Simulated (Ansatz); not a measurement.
Here is a crystal structure:

```yaml
crystal:
  lattice:
    - [6.60384, 0.00000, 0.00000]
    - [0.00000, 6.60384, 0.00000]
    - [0.00000, 0.00000, 3.81520]
  atoms:
    - { symbol: Si, position: [0.67549, 0.68209, 0.00000] }
    - { symbol: Si, position: [0.18209, 0.17549, 0.50000] }
    - { symbol: Si, position: [0.81791, 0.82451, 0.50000] }
    - { symbol: Si, position: [0.32451, 0.31791, 0.00000] }
    - { symbol: Si, position: [0.82451, 0.18209, 0.50000] }
    - { symbol: Si, position: [0.31791, 0.67549, 0.00000] }
    - { symbol: Si, position: [0.17549, 0.81791, 0.50000] }
    - { symbol: Si, position: [0.68209, 0.32451, 0.00000] }
```

Interpret the file: composition, symmetry and coordination.

The element is silicon. It takes space group P4/mnc (No. 128) on a primitive tetragonal lattice. The cell holds eight atoms. The coordination shell of Si holds four Si in a distorted tetrahedral arrangement at 2.33 to 2.36 Å. The bonds build a three-dimensional framework.

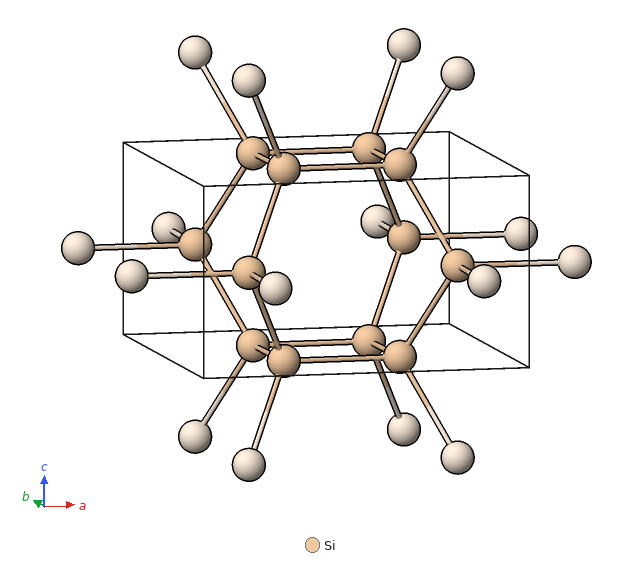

A ball-and-stick rendering, viewed slightly off an axis. The parallelepiped is the conventional unit cell. The first bonded neighbours in the surrounding cells are also shown, in fainter colours. Colours: silicon light orange.

The initial geometry was a structure listed in the Materials Project. Relaxation method: Ansatz, DFT LDA, scalar-relativistic, plane waves, PAW.
